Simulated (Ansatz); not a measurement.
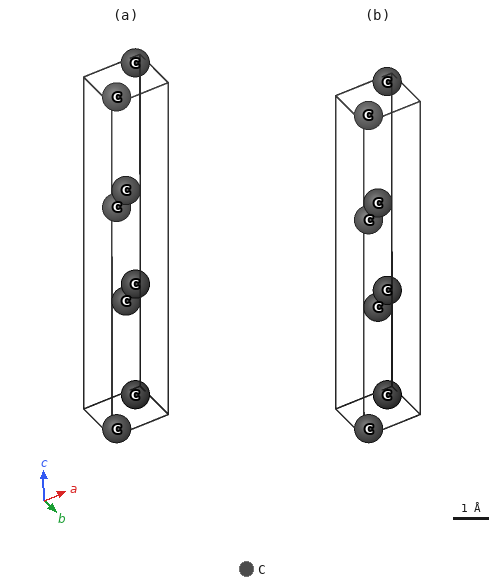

Left: crystalline C. Right: the same structure after one change, at the same scale. Style: ball-and-stick. Shown: the conventional cell (3 times the calculation's cell), from a free direction. Lengths and directions refer to the drawn axes.

Level of theory: DFT PBE+D3(BJ), scalar-relativistic, plane waves, PAW in Ansatz. Set-up: plane-wave cutoff 420 eV; k-point mesh 14 × 14 × 8; occupations gaussian; smearing width 0.02 eV; no spin polarisation.

**Which change leads from the left to the right?**

The volume is changed by −6.0 %. The cell's shape and the atoms are relaxed at that volume.

**What does the change do?**

The volume changes by −6.0 %, with a = b 2.465 → 2.460 Å (−0.2 %), c 10.122 → 9.554 Å (−5.6 %). No atom moves by more than 0.005 Å relative to the cell. The space group stays R-3m (No. 166). Energy change: +4.0 meV per atom. Pressure: 0.0 GPa before, 2.7 GPa after. The gap on the k-mesh goes from 0.69 to 0.47 eV.
